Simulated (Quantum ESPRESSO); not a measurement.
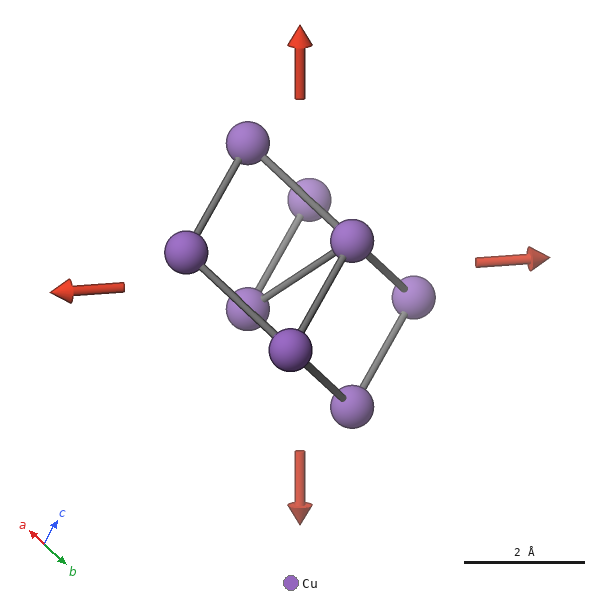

Cu, space group I4/mmm (No. 139). The run's cell of 1 atom is drawn unstrained, with atoms on its boundary repeated; the arrows mark the Cartesian directions x and y, along which it is stretched or compressed while the other dimension is held. The atoms keep their fractional positions. The cell is a structure listed in the Materials Project. This isn't the form of Cu at room conditions, which is fcc.

Alike in all runs: Quantum ESPRESSO 7.5; functional PBEsol; potentials GBRV 1.5 PBEsol; cutoff 762 eV; k mesh 13 × 13 × 13 on the run's cell of 1 atom; occupations fermi-dirac, width 0.05 eV; no spin polarisation; no spin-orbit coupling. Stress is positive in compression, averaged over the directions named.

| strain (%) | ΔE (meV/atom) | stress along x/y (GPa) | stress across, z (GPa) |
| --- | --- | --- | --- |
| −4 | 36.8 | 14.63 | 14.63 |
| −2 | ? | ? | ? |
| −1 | 1.2 | 2.11 | 2.02 |
| 0 | 0.0 | -1.30 | -1.27 |
| +1 | 3.4 | -4.39 | -4.30 |
| +2 | 11.0 | -6.92 | -6.78 |
| +4 | 37.1 | -11.40 | -11.46 |

Question: How stiff is the crystal along the strain, and what belongs in the row left out?

Answer: The slope at zero strain is -325 GPa per unit strain, so the clamped-ion biaxial stiffness at fixed height (C11 + C12 in these axes where the plane is isotropic) is about 320 GPa. The fit puts the stress at −2 % at 5.94 GPa. The run gave 5.76 GPa along, 5.62 GPa across and ΔE = 7.5 meV/atom.

Question: At which strain does the stress along the strained direction vanish?

Answer: Near −0.4 %: the cell as given is stretched along it at this level of theory (-1.3 GPa), so the energy is least there and not at zero.

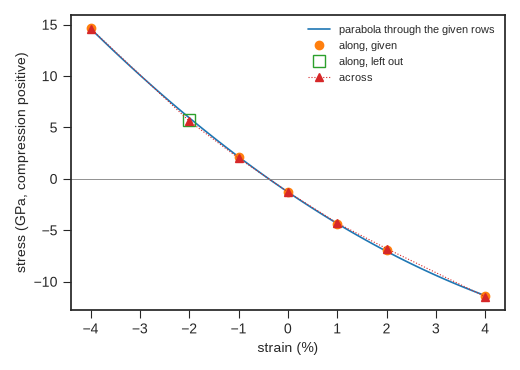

Stress against strain.
